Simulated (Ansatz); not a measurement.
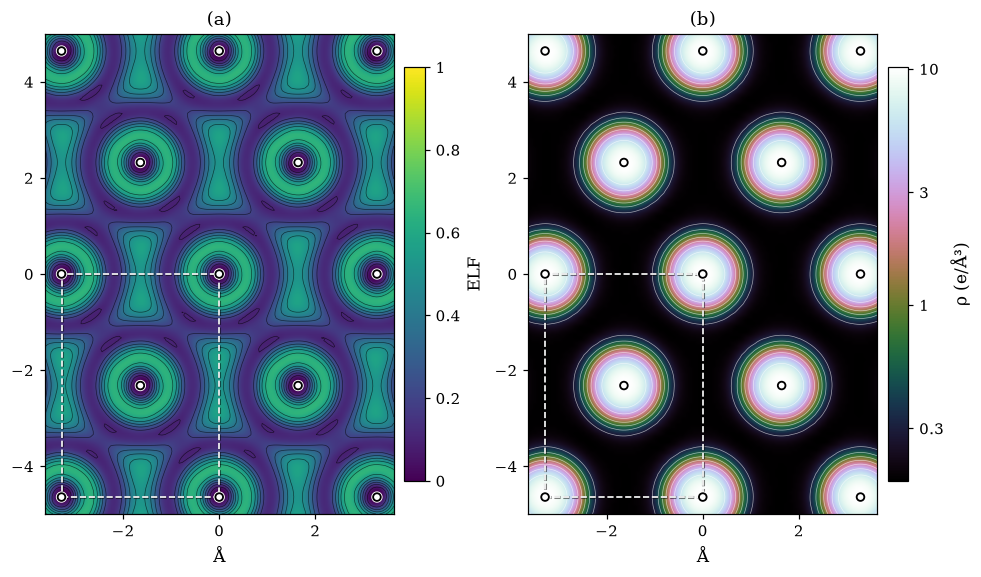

Figure 1: Ti. (a) ELF; (b) valence pseudo-density on the (11̄0) plane of the conventional cell. Circles mark the nuclei in the plane (Ti).

Space group Im-3m; computed pressure about −3 GPa in this cell; computed without spin polarisation.

All numbers below come from DFT r2SCAN, scalar-relativistic, plane waves, PAW (Ansatz).

The density is the valence pseudo-density of a PAW calculation; it isn't the true density close to the nuclei.

The calculation's input:

```
crystal:
  lattice:
    - [-1.641, 1.641, 1.641]
    - [1.641, -1.641, 1.641]
    - [1.641, 1.641, -1.641]
  atoms:
    - { symbol: Ti, position: [0.0, 0.0, 0.0] }
basis:
  ecutwfc: 500
kpoints:
  mp_grid: { grid: [22, 22, 22] }
hamiltonian:
  xc: r2scan
scf:
  occupations: { method: gaussian, width: 0.15 }
output:
  forces: true
  stress: true
  eigenvalues: true
  write_density: true
  write_potential: true
  elf: true
  volumetric_format: npy
```

Command:

```sh
ansatz run input.yaml --threads 1 --pin off --max-ram 2560MiB --backend cpu --events-out ev --progress --plain --runs-dir out
```

Below, planes, directions and counts refer to the conventional cell (a = 3.28 Å, b = 3.28 Å, c = 3.28 Å, α = 90.00°, β = 90.00°, γ = 90.00°).

Question: Interpret the plot.

Answer:
- Atoms in the plane: Ti.
- Ti–Ti (2.84 Å): the density is about 0.18 e/Å³ at the midpoint; the ELF is about 0.15 at the midpoint (no localised pair shows between them).
- Between the atoms the lowest density in this plane is 0.18 e/Å³.
- The features right at Ti lie inside the PAW spheres, where the map follows smoothed inner orbitals and isn't to be read closely.
